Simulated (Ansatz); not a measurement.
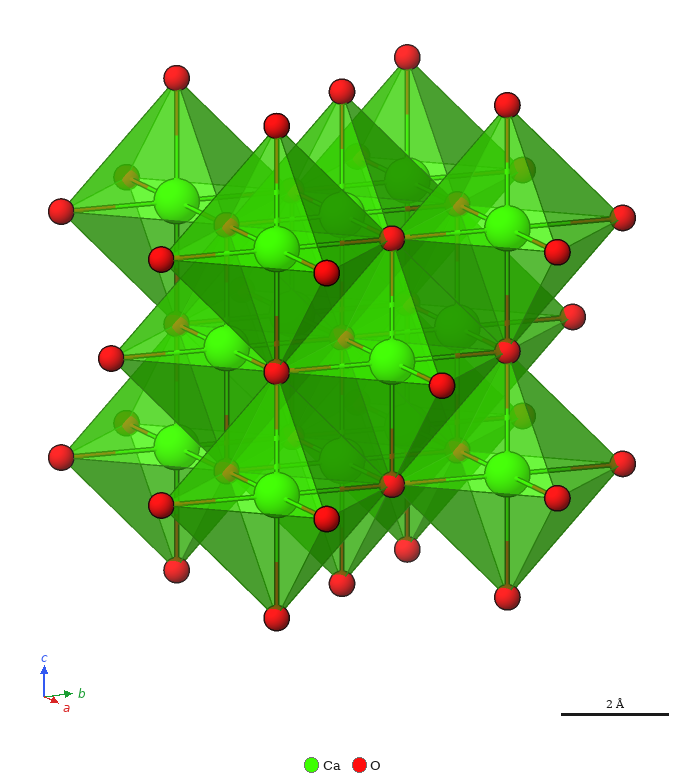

Fig. 1: The structure as given in the input (polyhedral view of the cell 4 times as large as that of the calculation, set on its symmetry axes, seen slightly off an axis; polyhedra are completed across the faces of the cell).

# Run report: CaO, single-point calculation

- system: CaO (Fm-3m, 2 atoms in the cell)
- method: DFT, LDA, PAW with Ansatz's default frozen-core files, scalar-relativistic; levels at fixed fractional wave vectors of a strained or displaced cell, no spin polarisation (Ansatz 0.2.0)

The structure derives from an entry of the Crystallography Open Database. It belongs to a series of runs on one base structure; here: all lengths changed by +0.5 %, PAW files.

**Output**
```
Engine: ansatz 0.2.0, aarch64-unknown-linux-gnu
Pseudopotentials: kind: paw
Pseudopotential: Ca, paw, valence charge 10, recommended cutoff 420 eV (normal), Ca.paw.azcp
Pseudopotential: O, paw, valence charge 6, recommended cutoff 420 eV (normal), O.paw.azcp
Functional definition: SPW92
  exchange = slater_x
  correlation = pw_c
Crystal: 2 atoms, lattice volume = 26.480 Å³
Basis set: ecut = 420 eV, 531 PW (Γ)
Bands: 12, of which v1, the nominal top of the filled ones, is band 8 counted from 1 (7 counted from 0)
Symmetry: 48 space group operations
Space group: Fm-3m (ITA 225), of the structure as read, at distance tolerance 3.0e-5 Å
k-points: 29 of 512
Non-local potential: Ca, projectors of the file, l = 0: 3, l = 1: 2, l = 2: 2
Non-local potential: O, projectors of the file, l = 0: 2, l = 1: 2, l = 2: 1
PAW form: soft (Blöchl's): semilocal exchange-correlation on the pseudo side does not see the compensation charge
PAW frozen core: Ca, regenerated for the run's functional, and the local potential with it (the file was generated under x = pbe(κ = 0.804, μ = 0.2195149727645171), c = pbe(β = 0.06672455060314922))
PAW frozen core: O, regenerated for the run's functional, and the local potential with it (the file was generated under x = pbe(κ = 0.804, μ = 0.2195149727645171), c = pbe(β = 0.06672455060314922))
PAW one-centre angular grid: Ca, 110 points (default); XC on 64 Gauss nodes
PAW one-centre angular grid: O, 110 points (default); XC on 64 Gauss nodes
Initial density: superposition of atomic densities (neutral atoms: chi_scale 0, normalization atom), corrected by the library's trained network
Initial wavefunctions: pseudopotential atomic-orbital guess
Functional: x = slater, c = lda
SCF iter   1: F=—  HF=-2331.656582 eV  |F-HF|=—  |Δ(HF+E_count)|=         —  Δρ=1.68e-2  dr2=7.27e-2  ethr=1.77e-3  ⟨swp⟩=4.6  Hψ=2046  notcnv=0  defer=10
preconditioner: auto → none  [insulator: Δε(μ)=3.200 eV  Ē_g=17.974 eV  n_scr=8 (ndim 8)  ℏωp=27.0 eV  f_vac=0.000  ε∞_Penn≈3.3]
SCF iter   2: F=—  HF=-2331.649132 eV  |F-HF|=—  |Δ(HF+E_count)|=   7.45e-3  Δρ=1.51e-2  dr2=4.67e-2  ethr=4.55e-4  ⟨swp⟩=2.0  Hψ=742  notcnv=0  defer=47
SCF iter   3: F=—  HF=-2331.637606 eV  |F-HF|=—  |Δ(HF+E_count)|=   1.15e-2  Δρ=2.53e-3  dr2=1.02e-3  ethr=2.92e-4  ⟨swp⟩=2.0  Hψ=498  notcnv=0  defer=53
SCF iter   4: F=—  HF=-2331.637300 eV  |F-HF|=—  |Δ(HF+E_count)|=   3.05e-4  Δρ=4.97e-4  dr2=1.72e-5  ethr=6.39e-6  ⟨swp⟩=3.0  Hψ=626  notcnv=0  defer=54
SCF iter   5: F=—  HF=-2331.637295 eV  |F-HF|=—  |Δ(HF+E_count)|=   5.38e-6  Δρ=1.13e-4  dr2=2.81e-6  ethr=1.07e-7  ⟨swp⟩=2.8  Hψ=578  notcnv=0  defer=2
SCF iter   6: F=—  HF=-2331.637295 eV  |F-HF|=—  |Δ(HF+E_count)|=   3.96e-7  Δρ=1.16e-5  dr2=2.29e-8  ethr=1.75e-8  ⟨swp⟩=2.3  Hψ=475  notcnv=0
SCF iter   7: F=—  HF=-2331.637295 eV  |F-HF|=—  |Δ(HF+E_count)|=   9.45e-7  Δρ=7.68e-7  dr2=7.00e-11  ethr=1.00e-12  ⟨swp⟩=4.0  Hψ=1540  notcnv=0
SCF iter   8: F=-2331.637295 eV  HF=-2331.637295 eV  |F-HF|=4.55e-13  |Δ(HF+E_count)|=  7.28e-12  Δρ=3.82e-8  dr2=1.86e-13  ethr=1.00e-12  ⟨swp⟩=2.0  Hψ=1068  notcnv=0
SCF 1 converged in 8 iterations: F = -2331.637295 eV  dr2 = 1.86e-13
  greatest PAW one-centre occupation: 0.996 electrons in one spin orbital (limit 2), on the Ca atom at site 0 (counted from 0), in its partial waves of l = 0
NSCF: frozen V_eff on 8 k-points
SCF converged after 8 iterations
Free energy (F): -2331.637295 eV
Harris-Foulkes:  -2331.637295 eV  (|F-HF|=4.55e-13)
Internal energy: -2331.637295 eV  (E = F + TS)
E sigma→0 (E₀):  -2331.637295 eV
Fermi energy:    7.819342 eV
--- Per-component energies (eV) ---
  E_band       = -94.770290
  E_kinetic    = 455.343208
  E_local      = -868.001366  (includes V_loc(G=0)·N_el)
  E_nonlocal   = 116.936739
  E_hartree    = 284.993019
  E_xc         = -210.102792
  E_vxc        = -266.373228  (∫ρ·V_xc dr)
  E_paw        = -963.357670  (= ΣΔE_a)
  E_vpaw       = -102.664158  (= ΣTr[D̂ρ^β])
  E_aug_tail   = 0.002470  (compensation charges beyond the density's cutoff)
  E_ewald      = -1147.830989
  E_core_change = 0.380087  (= ΣΔE_core)
  E_smearing   = -0.000000  (= −TS)
  E_closure    = -0.000000  (closes the sum)
  Σ components = -2331.637295   (vs F -2331.637295, Δ=0.00e0)
--- Forces (eV/Å), atoms counted from 1 ---
  atom   1  Ca    -0.00000000     0.00000000     0.00000000
  atom   2  O      0.00000000    -0.00000000     0.00000000
  max |Σ_I F_I| component: 9.27e-30 eV/Å
--- Stress (GPa, compression-positive) ---
       -1.872514       0.000000       0.000000
        0.000000      -1.872514      -0.000000
       -0.000000       0.000000      -1.872514
  P = ⅓ Tr σ = -1.8725 GPa (-18.725 kbar)
--- Band table (eV; the first three rows and the last of 29) ---
  k-point 0: bands = ["-29.1403", "-10.0977", "-10.0977", "-10.0977", "-7.4792", "7.8193", "7.8193", "7.8193", "12.7780", "14.0561", "14.0561", "14.0561"]
  k-point 1: bands = ["-29.1207", "-10.3751", "-10.1070", "-10.1070", "-7.1942", "7.2557", "7.5866", "7.5866", "13.4709", "14.0167", "14.3413", "14.3413"]
  k-point 2: bands = ["-29.0730", "-10.9009", "-10.1294", "-10.1294", "-6.6472", "6.1933", "7.0931", "7.0931", "14.0976", "14.9510", "15.0929", "15.0929"]
  k-point 28: bands = ["-28.9632", "-10.6443", "-10.6135", "-10.6135", "-6.7335", "6.4373", "6.7493", "6.7493", "14.1641", "14.1641", "16.5318", "17.6867"]
```

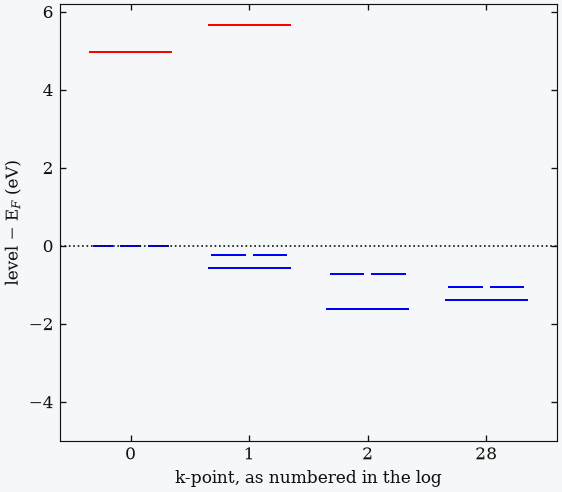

Fig. 2: Kohn–Sham levels near the Fermi level (dotted) at the few k-points that the log prints; levels within 0.02 eV of each other stand side by side. Among these points the highest filled and lowest empty levels are 4.96 eV apart; the gap on the full mesh, 3.46 eV, has an edge at a point that isn't printed.

The run was set up as follows.

**The input**
```yaml
crystal:
  lattice:
    - [0.0, 2.36571955993, 2.36571955993]
    - [2.36571955993, 0.0, 2.36571955993]
    - [2.36571955993, 2.36571955993, 0.0]
  atoms:
    - { symbol: Ca, position: [0.0, 0.0, 0.0] }
    - { symbol: O, position: [0.5, 0.5, 0.5] }
kpoints:
  mp_grid: { grid: [8, 8, 8] }
scf:
  occupations: { method: fixed }
  convergence: { dr2_threshold: 1.0e-10 }
hamiltonian:
  xc: lda
  pseudopotentials: { kind: paw }
output:
  forces: true
  stress: true
  eigenstates:
    kpoints:
      - [0.0, 0.0, 0.0]
      - [0.0, -0.5, -0.5]
      - [-0.5, 0.0, -0.5]
      - [-0.5, -0.5, 0.0]
      - [-0.5, 0.0, 0.0]
      - [0.0, -0.5, 0.0]
      - [0.0, 0.0, -0.5]
      - [-0.5, -0.5, -0.5]
  eigenvalues: true
```

Launched with:
```bash
ansatz run input.yaml --threads 1 --pin off --max-ram 3072MiB --backend cpu --events-out ev --progress --plain --runs-dir out
```

**Results in brief**

| quantity | value |
| --- | --- |
| outcome | converged |
| space group (tolerance 0.01 Å) | Fm-3m (225) |
| electrons treated | 16 |
| free energy | −2331.6373 eV |
| Fermi energy | 7.819 eV |
| gap on the k-point mesh | 3.46 eV |
| pressure | −1.87 GPa |
| largest force (length of the vector) | under 0.001 eV/Å |
| hardware | 1 thread of Arm Neoverse V1, 24 GiB of memory available, shared host |
| wall time | 1.1 s |
| peak memory | 0.24 GiB |
